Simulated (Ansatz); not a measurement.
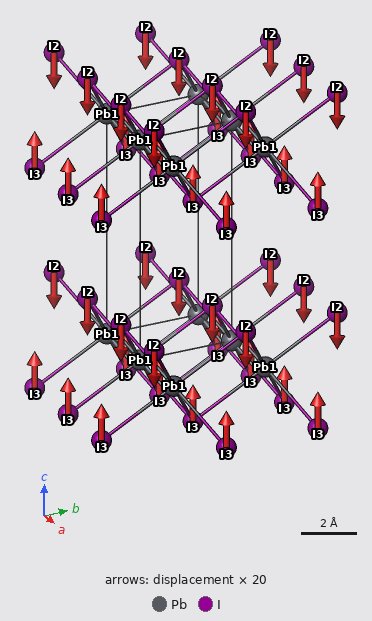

This is a relaxation of solid PbI2 (set up in P-3m1). The starting structure is drawn; red arrows show the displacements (the part carried along by the change of the cell is left out), 20 times their true length.

A ball-and-stick model of the cell of the calculation, repeated 2 × 1 × 1 with one cell outlined, seen slightly off an axis.

Case: volume × 1.10, shape and atoms relaxed.

Computed with Ansatz, DFT PBE, scalar-relativistic, plane waves, PAW.

Input
```yaml
crystal:
  lattice:
    - [4.738447628, 0.0, 0.0]
    - [-2.369223814, 4.1036160203, 0.0]
    - [0.0, 0.0, 8.2468892039]
  atoms:
    - { symbol: Pb, position: [0.0, 0.0, 0.0] }
    - { symbol: I, position: [0.3333333333, 0.6666666667, 0.2280452429] }
    - { symbol: I, position: [0.6666666667, 0.3333333333, 0.7719547571] }
basis:
  ecutwfc: 420
kpoints:
  mp_grid: { grid: [6, 6, 4] }
hamiltonian:
  xc: pbe
scf:
  occupations: { method: gaussian, width: 0.02 }
output:
  forces: true
  stress: true
  eigenvalues: true
  write_density: true
  write_potential: true
  elf: true
  volumetric_format: npy
relax:
  adjacent_minimum: "off"
  f_tol: 0.01
  max_steps: 30
  cell: { stress_tol: 0.1, fix: [volume] }
```

Command:
```bash
ansatz run input.yaml --threads 1 --pin off --max-ram 2560MiB --backend cpu --events-out ev --progress --plain --runs-dir out
```

> What happened in the run?

Over 3 accepted moves (4 points after the start) the energy falls by 4.1 meV per atom. Largest force component: 0.17 eV/Å at the start, 0.00073 eV/Å at the end. Pressure: −0.71 GPa at the start and −0.06 GPa at the end. At 1 point the geometry stayed and the basis and grid were re-selected for the new cell (energy shift of less than 0.05 meV per atom at most each time). The largest moves relative to the cell, 0.069 Å, are those of I2 and I3. I3 goes along +c. Pb stays in place. The drawn cell changes at constant volume: a = b 4.738 → 4.682 Å (−1.2 %), c 8.247 → 8.448 Å (+2.4 %). Near-neighbour distances that change, for instance: Pb1–I2 3.320 → 3.279 Å. The space group stays P-3m1 (No. 164). The run took 34 s on 1 thread of Intel(R) Xeon(R) Platinum 8259CL CPU @ 2.50GHz (Skylake/Cascade Lake) (shared host), peak memory 0.51 GiB.
